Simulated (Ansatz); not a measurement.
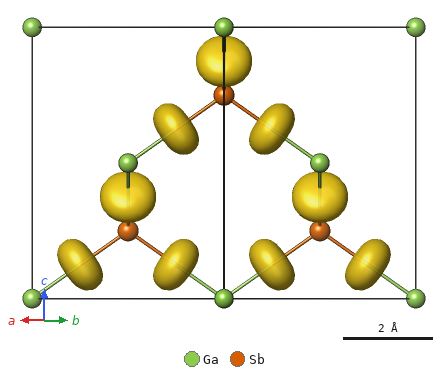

*GaSb. Deformation density (self-consistent density less superposed neutral spherical atoms): yellow surfaces at +0.05, none at −0.05 e/Å³, in the conventional cell seen along [110] (the regions close to the nuclei are left out). Cores are masked to 0.8 Å (Ga) and 0.9 Å (Sb).*

Space group F-43m; the calculation finds a residual pressure of about 2 GPa at this fixed cell. No gap opens at this level; semilocal functionals can close small gaps.

The calculation used Ansatz, DFT PBE, scalar-relativistic, plane waves, PAW.

Core electrons are frozen (PAW), so the fields are smoothed inside the atomic spheres.

```
CELL_PARAMETERS angstrom
6.11800 0.00000 0.00000
0.00000 0.00000 -6.11800
0.00000 6.11800 0.00000
ATOMIC_POSITIONS crystal
Ga 0.50000 0.50000 0.00000
Ga 0.00000 0.50000 0.50000
Ga 0.00000 0.00000 0.00000
Ga 0.50000 0.00000 0.50000
Sb 0.25000 0.75000 0.25000
Sb 0.75000 0.75000 0.75000
Sb 0.75000 0.25000 0.25000
Sb 0.25000 0.25000 0.75000
```

Describe the bonding charge.

Answer. Ga–Sb (2.65 Å): Δρ is +0.11 e/Å³ at the midpoint, where it peaks: a build-up of bond charge. Over the whole cell, outside the masked cores, the largest gain, 0.11 e/Å³, lies 1.3 Å from a gallium nucleus and 1.3 Å from an antimony one, and the largest loss lies at the edge of the masked core of Ga. In all about 0.24 e an atom is rearranged against the free atoms. Bader charges: Ga +0.32 and Sb −0.32 e.
